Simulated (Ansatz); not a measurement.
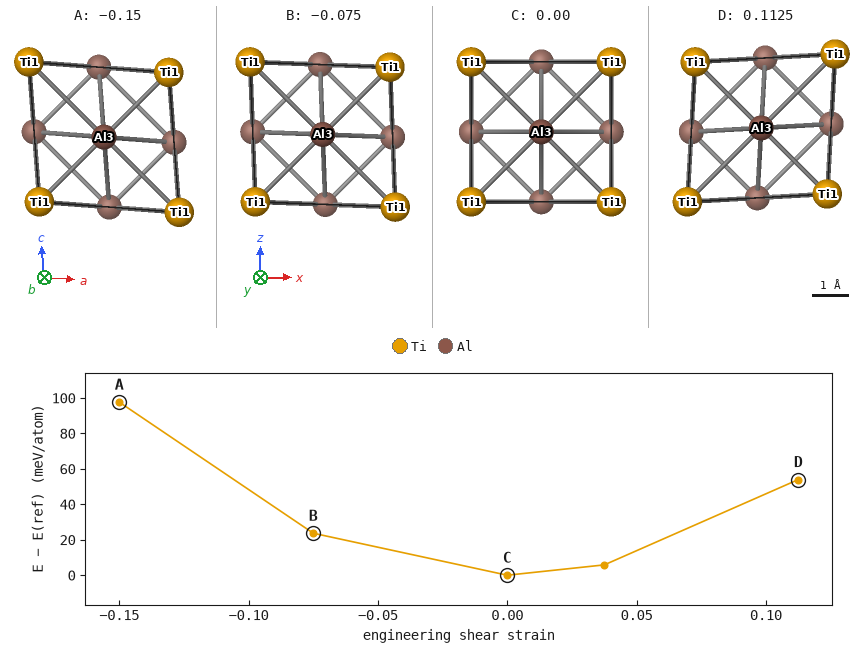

Crystalline TiAl₃ (Pm-3m): the cell is strained in shear in the xz plane, with the atoms kept at their fractional coordinates. x, y and z are the Cartesian axes of the input. The lettered frames are marked on the plot. The picture is a ball-and-stick view of the cell of the calculation, seen along the b axis.

Method: DFT r2SCAN, scalar-relativistic, plane waves, PAW (Ansatz 0.2.0). Settings: plane-wave cutoff 500 eV; k-point mesh 12 × 12 × 12; occupations gaussian; smearing width 0.15 eV; no spin polarisation. Energies (free energies at the smearing named) are counted from the relaxed crystal.

Describe the profile.

Answer. The lowest computed point lies at the strain 0.00 (0.0 meV/atom). The end points stand at 97.6 meV/atom (−0.15) and 54.0 meV/atom (0.1125). The distortion takes the space group from Pm-3m to Cmmm. At the strain −0.15 the cell of the drawing goes a 3.956 → 3.967 Å, c 3.956 → 3.967 Å, β 90.0° → 98.6°.
